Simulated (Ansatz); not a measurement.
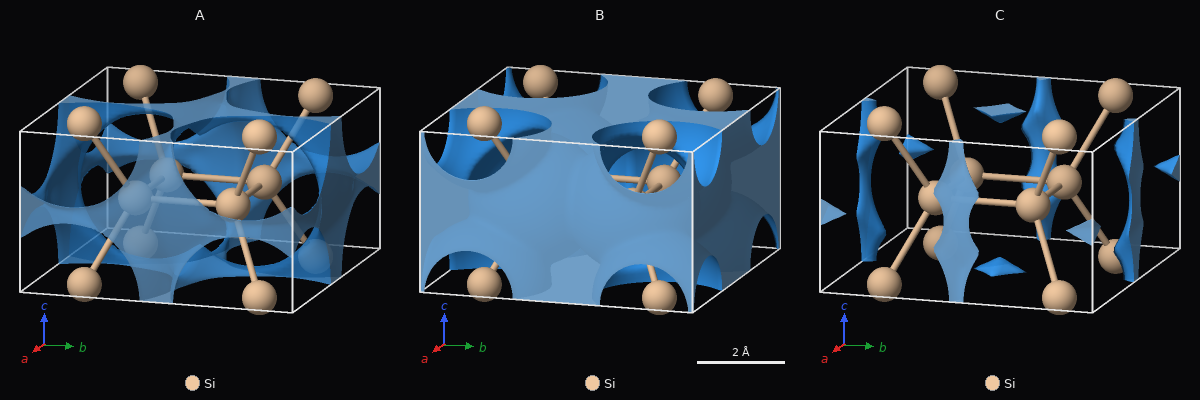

Three surfaces of the space that a probe's centre can reach in Si in space group I4/mmm, computed for probe radii of 0.40, 0.90, 1.10 Å, in shuffled order. Pale faces close the region where the drawn box cuts it.

Hard-sphere model; touching radii (half the shortest distance): Si 1.17 Å.

Source of the atomic positions: the input geometry of an electronic-structure calculation (not necessarily at equilibrium).

```cif
data_structure
_symmetry_space_group_name_H-M 'I4/mmm'
_symmetry_Int_Tables_number 139
_cell_length_a 6.6509
_cell_length_b 6.6509
_cell_length_c 3.8448
_cell_angle_alpha 90.000
_cell_angle_beta 90.000
_cell_angle_gamma 90.000
_cell_volume 170.07
loop_
_atom_site_label
_atom_site_type_symbol
_atom_site_symmetry_multiplicity
_atom_site_Wyckoff_symbol
_atom_site_fract_x
_atom_site_fract_y
_atom_site_fract_z
_atom_site_occupancy
Si1 Si 8 h 0.17880 0.17880 0.00000 1
```

Which panel belongs to which radius, and what does each show?

Answer. B: 0.40 Å, a three-dimensional network, 37 % of the volume. A: 0.90 Å, a three-dimensional network, 7.3 % of the volume. C: 1.10 Å, one-dimensional channels along [001], 1.6 % of the volume. The larger the probe, the smaller the space left to it.
